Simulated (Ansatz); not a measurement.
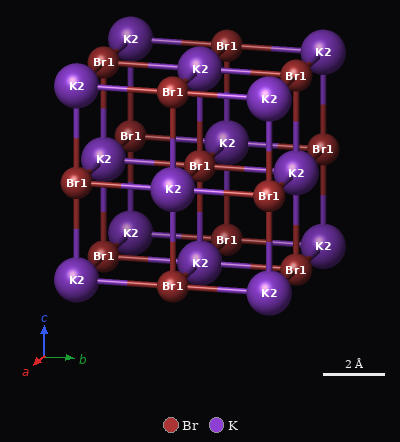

Figure 1. The input geometry of run A (ball-and-stick view of the cell 4 times as large as that of the calculation, set on its symmetry axes, seen slightly off an axis; atoms are numbered from 1 in the order of the input). Near neighbours in the crystal (not all of them lie inside the picture): Br has 6 K at 3.30 Å; K has 6 Br at 3.30 Å.

**Two runs on KBr**

System: KBr (Fm-3m, 2 atoms in the cell).
Method of run A: Kohn-Sham DFT of a periodic cell, RPBE with D3(BJ), all-electron LAPW, scalar-relativistic, no spin polarisation (Ansatz 0.2.0).

The structure derives from an entry of the Crystallography Open Database. Text and figures count atoms from 1; the logs count them from 0 in places.

The input, run A:
```yaml
crystal:
  lattice:
    - [0.0, 3.3, 3.3]
    - [3.3, 0.0, 3.3]
    - [3.3, 3.3, 0.0]
  atoms:
    - { symbol: Br, position: [0.5, 0.5, 0.5] }
    - { symbol: K, position: [0.0, 0.0, 0.0] }
kpoints:
  mp_grid: { grid: [7, 7, 7] }
scf:
  occupations: { method: fermi_dirac, width: 0.05 }
hamiltonian:
  xc: rpbe
  dispersion: d3bj
  pseudopotentials: { kind: all_electron, lapw: { basis_error: 0.001 } }
output:
  forces: true
  stress: true
relax:
  f_tol: 0.02
  max_steps: 60
  cell: {}
```

Launched with:
```bash
ansatz run input.yaml --threads 1 --pin off --max-ram 3072MiB --backend cpu --events-out ev --progress --plain --runs-dir out
```

Hardware: 1 thread of Intel Xeon (Sapphire Rapids), 16 GiB of memory available, shared host.

Output, shortened to warnings, some set-up lines, iterations and results (run A):
```
Basis set: ecut = 135.79175934281474 eV, 259 PW (Γ), exchange–correlation at level 2
Symmetry: 48 space group operations
k-points: 20 of 343
Initial density: superposition of atomic densities (chi_scale 0.1, normalization cell, long waves kept (reshape's long-wave potential 0.00 eV rms))
[...]
SCF iter   1: F=—  HF=-87325.815177 eV  |F-HF|=—  |Δ(HF+E_count)|=         —  Δρ=1.54e-2  dr2=4.49e-1  ethr=1.32e-3  ⟨swp⟩=2.0  Hψ=2685  notcnv=0
SCF iter   2: F=—  HF=-87325.635523 eV  |F-HF|=—  |Δ(HF+E_count)|=   1.80e-1  Δρ=3.88e-3  dr2=2.65e-2  ethr=7.81e-5  ⟨swp⟩=2.0  Hψ=2299  notcnv=0
SCF iter   3: F=—  HF=-87325.655553 eV  |F-HF|=—  |Δ(HF+E_count)|=         —  Δρ=2.11e-3  dr2=8.00e-3  ethr=7.80e-5  ⟨swp⟩=2.9  Hψ=1425  notcnv=0
SCF iter   4: F=—  HF=-87325.665449 eV  |F-HF|=—  |Δ(HF+E_count)|=   9.90e-3  Δρ=4.06e-4  dr2=2.44e-4  ethr=2.35e-5  ⟨swp⟩=3.0  Hψ=1447  notcnv=0
SCF iter   5: F=—  HF=-87325.666277 eV  |F-HF|=—  |Δ(HF+E_count)|=   8.28e-4  Δρ=7.60e-5  dr2=7.13e-6  ethr=7.19e-7  ⟨swp⟩=3.0  Hψ=1441  notcnv=0
[... 28 lines ...]
relax step   5: F+E_penalty+E_count = -87326.00667648 eV  Δ(F+E_penalty+E_count) = -3.312e-4 eV  max|allowed force component| = 2.178e-31 eV/Å  Δτ_max = 0.0000 Å  P = -0.013 …
SCF iter   1: F=—  HF=-87326.006734 eV  |F-HF|=—  |Δ(HF+E_count)|=         —  Δρ=3.02e-6  dr2=8.31e-9  ethr=2.33e-11  ⟨swp⟩=6.9  Hψ=2537  notcnv=0
SCF iter   2: F=-87326.006676 eV  HF=-87326.006676 eV  |F-HF|=8.92e-9  |Δ(HF+E_count)|=   5.83e-5  Δρ=1.42e-6  dr2=1.60e-9  ethr=2.33e-11  ⟨swp⟩=3.9  Hψ=1529  notcnv=0
SCF 6 converged in 2 iterations: F = -87326.006676 eV  dr2 = 1.60e-9
relax step   6: F+E_penalty+E_count = -87326.00667598 eV  Δ(F+E_penalty+E_count) = +5.027e-7 eV  max|allowed force component| = 2.054e-31 eV/Å  Δτ_max = 0.0000 Å  P = -0.013 …
basis re-selected at this cell: Δ(F+E_penalty+E_count) = +5.027e-7 eV, ΔP = -0.000 GPa vs the last step (what re-selecting the basis moved, after the strain that the cell walked since its last selection, with what the two solves' SCF thresholds leave and, on support functions, any second-order …
SCF converged after 2 iterations
Free energy (F): -87326.006676 eV
Harris-Foulkes:  -87326.006676 eV  (|F-HF|=8.92e-9)
Internal energy: -87326.006676 eV  (E = F + TS)
E sigma→0 (E₀):  -87326.006676 eV
Fermi energy:    7.697358 eV
--- Per-component energies (eV) ---
  E_band       = -2015.706300
  E_kinetic    = 89230.407488
  E_xc         = -3435.851494
  E_electrostatic = -173117.787196  (all electrons and nuclei)
  E_disp       = -2.775474  (pairwise vdW)
  E_smearing   = -0.000000  (= −TS)
  E_closure    = 0.000000  (closes the sum)
  E_atoms      = -87318.051652  (free atoms, spherical and without spin; not in F)
  Σ components = -87326.006676   (vs F -87326.006676, Δ=0.00e0)
  Basis errors (estimates in eV, not in F): energy 6.9e-4 per atom: plane waves 6.6e-4 (3.6e-4 summed), levels above the bands 1.2e-44, relativity 1.1e-8, radial functions 2.7e-5, core shells 4.7e-6; eigenvalues (radial functions only) 2.8e-6; not estimated: angular momenta, meshes, grids; target …
--- Forces (eV/Å), atoms counted from 1 ---
  atom   1  Br    -0.00000000     0.00000000     0.00000000
  atom   2  K      0.00000000     0.00000000     0.00000000
  max |Σ_I F_I| component: 5.09e-31 eV/Å
--- Stress (GPa, compression-positive) ---
       -0.013065      -0.000000      -0.000000
       -0.000000      -0.013065       0.000000
       -0.000000       0.000000      -0.013065
  P = ⅓ Tr σ = -0.0131 GPa (-0.131 kbar)
--- Relaxed structure (5 steps of the walk, 5 accepted, 1 SCFs on fresh bases) ---
  F+E_penalty+E_count = -87326.00667598 eV   max|allowed force component| = 2.054e-31 eV/Å   (the final SCF, on the basis selected at the relaxed cell)
  cell:  # Å, volume = 54.4395 Å³
    - [-2.592270464143626e-33, 3.008116279857231, 3.008116279857231]
    - [3.008116279857231, 1.1576047761314613e-33, 3.008116279857231]
    - [3.008116279857231, 3.008116279857231, -4.649526980017226e-34]
  atoms:
    - { symbol: Br, position: [0.5, 0.5, 0.5] }
    - { symbol: K, position: [5.106632428299407e-35, -2.4317297277615723e-35, -5.836151346627843e-35] }
```

For run B the input was changed thus:
```diff
-  xc: rpbe
-  dispersion: d3bj
+  xc: lda
```

What does this change do to the results?

The total energies belong to different models, so their difference says nothing on which is more stable or more accurate. The volume per atom goes from 27.22 to 32.39 Å³. The functional changes from RPBE to LDA. The SCF takes 23 iterations over all geometry steps against 26.

Output, shortened to warnings, some set-up lines, iterations and results (run B):
```
Basis set: ecut = 137.35559332918305 eV, 259 PW (Γ), exchange–correlation at level 2
Symmetry: 48 space group operations
k-points: 20 of 343
Initial density: superposition of atomic densities (chi_scale 0.1, normalization cell, long waves kept (reshape's long-wave potential 0.00 eV rms))
[...]
SCF iter   1: F=—  HF=-87182.800065 eV  |F-HF|=—  |Δ(HF+E_count)|=         —  Δρ=1.38e-2  dr2=3.65e-1  ethr=1.07e-3  ⟨swp⟩=2.0  Hψ=2685  notcnv=0
SCF iter   2: F=—  HF=-87182.620885 eV  |F-HF|=—  |Δ(HF+E_count)|=   1.79e-1  Δρ=2.94e-3  dr2=1.34e-2  ethr=3.95e-5  ⟨swp⟩=2.0  Hψ=2280  notcnv=0
SCF iter   3: F=—  HF=-87182.615560 eV  |F-HF|=—  |Δ(HF+E_count)|=   5.32e-3  Δρ=1.85e-3  dr2=6.18e-3  ethr=3.94e-5  ⟨swp⟩=2.0  Hψ=1327  notcnv=0
SCF iter   4: F=—  HF=-87182.615857 eV  |F-HF|=—  |Δ(HF+E_count)|=   2.97e-4  Δρ=2.48e-4  dr2=8.43e-5  ethr=1.82e-5  ⟨swp⟩=2.0  Hψ=1316  notcnv=0
SCF iter   5: F=—  HF=-87182.615876 eV  |F-HF|=—  |Δ(HF+E_count)|=   1.90e-5  Δρ=3.68e-5  dr2=1.36e-6  ethr=2.48e-7  ⟨swp⟩=2.2  Hψ=1307  notcnv=0
[... 23 lines ...]
relax step   4: F+E_penalty+E_count = -87182.65692127 eV  Δ(F+E_penalty+E_count) = -7.797e-4 eV  max|allowed force component| = 1.787e-31 eV/Å  Δτ_max = 0.0000 Å  P = -0.032 …
SCF iter   1: F=—  HF=-87182.656922 eV  |F-HF|=—  |Δ(HF+E_count)|=         —  Δρ=3.89e-6  dr2=2.50e-8  ethr=7.34e-11  ⟨swp⟩=6.6  Hψ=2293  notcnv=0
SCF iter   2: F=-87182.656922 eV  HF=-87182.656922 eV  |F-HF|=7.28e-11  |Δ(HF+E_count)|=   1.40e-7  Δρ=1.77e-6  dr2=5.01e-9  ethr=7.34e-11  ⟨swp⟩=2.0  Hψ=1300  notcnv=0
SCF 5 converged in 2 iterations: F = -87182.656922 eV  dr2 = 5.01e-9
relax step   5: F+E_penalty+E_count = -87182.65692167 eV  Δ(F+E_penalty+E_count) = -3.967e-7 eV  max|allowed force component| = 9.347e-32 eV/Å  Δτ_max = 0.0000 Å  P = -0.032 …
basis re-selected at this cell: Δ(F+E_penalty+E_count) = -3.967e-7 eV, ΔP = +0.000 GPa vs the last step (what re-selecting the basis moved, after the strain that the cell walked since its last selection, with what the two solves' SCF thresholds leave and, on support functions, any second-order …
SCF converged after 2 iterations
Free energy (F): -87182.656922 eV
Harris-Foulkes:  -87182.656922 eV  (|F-HF|=7.28e-11)
Internal energy: -87182.656922 eV  (E = F + TS)
E sigma→0 (E₀):  -87182.656922 eV
Fermi energy:    4.941502 eV
--- Per-component energies (eV) ---
  E_band       = -2084.659975
  E_kinetic    = 89038.912240
  E_xc         = -3289.632465
  E_electrostatic = -172931.936696  (all electrons and nuclei)
  E_smearing   = -0.000000  (= −TS)
  E_closure    = 0.000000  (closes the sum)
  E_atoms      = -87175.821083  (free atoms, spherical and without spin; not in F)
  Σ components = -87182.656922   (vs F -87182.656922, Δ=0.00e0)
  Basis errors (estimates in eV, not in F): energy 3.9e-4 per atom: plane waves 3.8e-4 (2.2e-4 summed), levels above the bands 3.6e-47, relativity 1.3e-9, radial functions 7.6e-6, core shells 1.0e-6; eigenvalues (radial functions only) 2.4e-6; not estimated: angular momenta, meshes, grids; target …
--- Forces (eV/Å), atoms counted from 1 ---
  atom   1  Br     0.00000000    -0.00000000     0.00000000
  atom   2  K     -0.00000000     0.00000000     0.00000000
  max |Σ_I F_I| component: 2.18e-31 eV/Å
--- Stress (GPa, compression-positive) ---
       -0.031869      -0.000000      -0.000000
       -0.000000      -0.031869      -0.000000
       -0.000000      -0.000000      -0.031869
  P = ⅓ Tr σ = -0.0319 GPa (-0.319 kbar)
--- Relaxed structure (4 steps of the walk, 4 accepted, 1 SCFs on fresh bases) ---
  F+E_penalty+E_count = -87182.65692167 eV   max|allowed force component| = 9.347e-32 eV/Å   (the final SCF, on the basis selected at the relaxed cell)
  cell:  # Å, volume = 64.7753 Å³
    - [-1.2101508578127015e-34, 3.187570223507773, 3.187570223507773]
    - [3.187570223507773, -2.754685505284178e-33, 3.187570223507773]
    - [3.187570223507773, 3.187570223507773, 2.0031181304320786e-33]
  atoms:
    - { symbol: Br, position: [0.5, 0.5, 0.5] }
    - { symbol: K, position: [8.511054047165244e-36, -1.459037836656919e-35, -7.295189183284312e-36] }
```

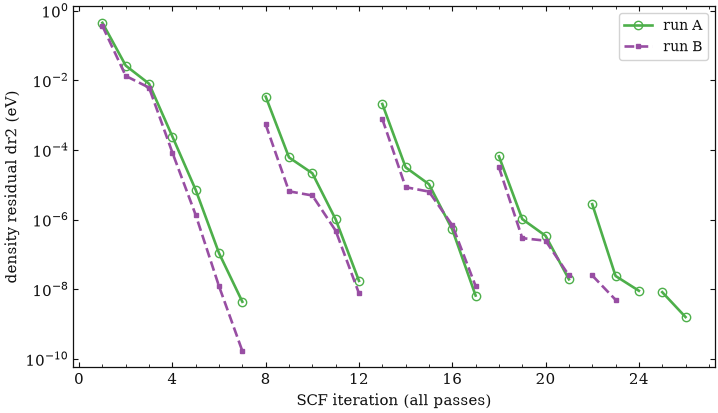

Figure 2. Convergence of the two runs: density residual dr2 against the SCF iteration. A break in a curve parts two SCF passes. Run A takes 26 iterations in all, and run B takes 23.

The two runs side by side:

| quantity | run A | run B |
| --- | --- | --- |
| outcome | converged | converged |
| free energy per atom (eV) | −43663.0033 | −43591.3285 |
| pressure (GPa) | −0.01 | −0.03 |
| volume per atom (Å³) | 27.22 | 32.39 |
| largest force (eV/Å) | 0.000 | 0.000 |
| SCF iterations | 26 | 23 |
| irreducible k-points | 20 | 20 |
| wall time (shared host) | 8.6 s | 8.1 s |
